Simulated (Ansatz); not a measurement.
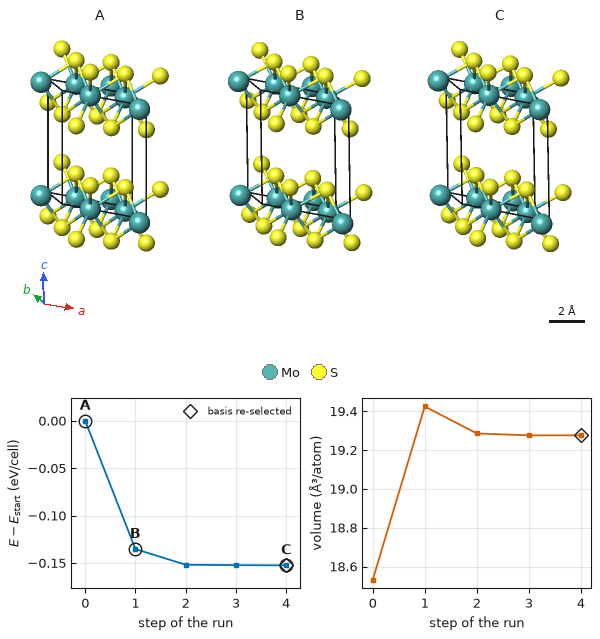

Frames of a relaxation of crystalline MoS2 (set up in Cm), marked on the history of the run. A ball-and-stick model of the conventional cell (2 times the calculation's cell), seen slightly off an axis. Lengths and directions refer to the drawn axes.

Case: film's bulk on the substrate's plane, third vector and atoms relaxed.

These are results of DFT PBEsol, scalar-relativistic, plane waves, PAW in Ansatz, not measurements. Settings: plane-wave cutoff 420 eV; k-point mesh 8 × 4 × 10; occupations gaussian; smearing width 0.02 eV; no spin polarisation; cell relaxed at fixed a, b, gamma; force threshold 0.01 eV/Å; at most 50 steps.

Describe the path.

Answer. The largest moves relative to the cell, 0.087 Å, are those of S atoms. By element the largest moves are S 0.087 Å, Mo 0.012 Å. The volume changes by +4.0 %, with a 5.187 → 5.381 Å (+3.7 %), b unchanged at 3.272 Å, c 6.733 → 6.804 Å (+1.1 %), β 103.3° → 105.1°. Some distances before and after: Mo–Mo 3.067 → 3.149 Å, Mo–S 2.478 → 2.414 Å, Mo–S 2.341 → 2.379 Å, Mo–S 2.448 → 2.414 Å. Bond angles that change, for instance: S–Mo–S 86.4° → 80.8°, S–Mo–S 78.4° → 82.1°, Mo–S–Mo 78.4° → 82.1°. The space group stays Cm (No. 8). The energy falls by 0.152 eV per cell of the calculation in 3 accepted moves (4 points after the start). Largest force component: 1.2 eV/Å at the start, 0.008 eV/Å at the end. Pressure: −4.42 GPa at the start and −2.47 GPa at the end. At 1 point the geometry stayed and the basis and grid were re-selected for the new cell (energy shift of 0.2 meV per cell of the calculation at most each time). From step 0 to 1: S atoms move most (0.12 Å), volume +4.8 %, energy −0.135 eV per cell of the calculation. From step 1 to 4: an S atom moves most (0.03 Å), volume −0.8 %, energy −17.2 meV per cell of the calculation.

Limits of the set-up: layers or molecules are held without a dispersion correction, so their spacing is unreliable.
